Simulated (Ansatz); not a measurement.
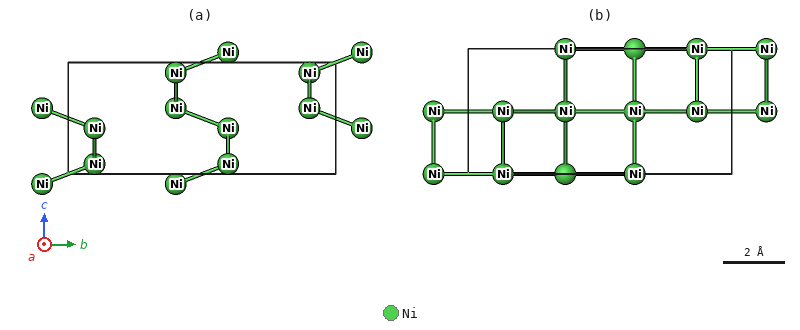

The structure of a crystal of Ni (built on the black phosphorus_64 type) (coarse preliminary run) before (left) and after (right) a relaxation, at one scale.

The picture is a ball-and-stick view of the conventional cell (2 times the calculation's cell), seen along the a axis. Lengths and directions refer to the drawn axes.

Case: black phosphorus type (Cmce, No. 64).

The calculation used Ansatz 0.2.0, DFT PBEsol, scalar-relativistic, plane waves, PAW.

The input:
```yaml
crystal:
  lattice:
    - [1.3821097241, -4.3843359827, 0.0]
    - [1.3821097241, 4.3843359827, 0.0]
    - [0.0, 0.0, 3.657788877]
  atoms:
    - { symbol: Ni, position: [0.098, 0.902, 0.91], spin: 0.75 }
    - { symbol: Ni, position: [0.598, 0.402, 0.59], spin: 0.75 }
    - { symbol: Ni, position: [0.902, 0.098, 0.09], spin: 0.75 }
    - { symbol: Ni, position: [0.402, 0.598, 0.41], spin: 0.75 }
basis:
  ecutwfc: 420
kpoints:
  mp_grid: { grid: [6, 6, 6] }
hamiltonian:
  xc: pbesol
scf:
  occupations: { method: gaussian, width: 0.1 }
  lower_state_search: "off"
output:
  forces: true
  stress: true
  eigenvalues: true
  populations: true
magnetization:
  spin_polarized: true
relax:
  adjacent_minimum: "off"
  f_tol: 0.04
  max_steps: 70
  cell: { stress_tol: 0.4 }
```

Describe what moved and what it gained.

Over 7 accepted moves (9 points after the start) the energy falls by 2709 meV per atom. The largest force component goes from 9.7 to 0.018 eV/Å. Pressure: 108.75 GPa at the start and 0.11 GPa at the end. The SCF was repeated twice at an unchanged geometry on a basis and grid sized afresh for the cell, which shifted the energy by 2.5 meV per atom at most. The largest moves relative to the cell, 0.47 Å, are those of Ni1, Ni2, Ni3 and Ni4. Ni1 goes along [0 −1 3]. The volume changes by −2.7 %, with a 2.764 → 2.432 Å (−12.0 %), b 8.769 → 8.639 Å (−1.5 %), c 3.658 → 4.104 Å (+12.2 %). Some distances before and after: Ni1–Ni3 3.074 → 2.377 Å, Ni1–Ni2 1.811 → 2.385 Å, Ni1–Ni2 (another image) 2.846 → 2.385 Å, Ni1–Ni3 (another image) 1.840 → 2.277 Å. New bonds form: Ni1–Ni3 (3.07 → 2.38 Å), Ni2–Ni4 (3.07 → 2.38 Å). Bond angles that change, for instance: Ni2–Ni1–Ni2 99.5° → 61.3°, Ni2–Ni1–Ni3 103.4° → 90.0°. The space group (tolerance 0.01 Å) goes from Cmce (No. 64) to Fmmm (No. 69). The program noted that the starting moments weren't kept. The run may lie on a higher electronic state than the lowest, so the end point isn't shown to be the ground-state structure. The run took about 70 core-seconds on a shared host.
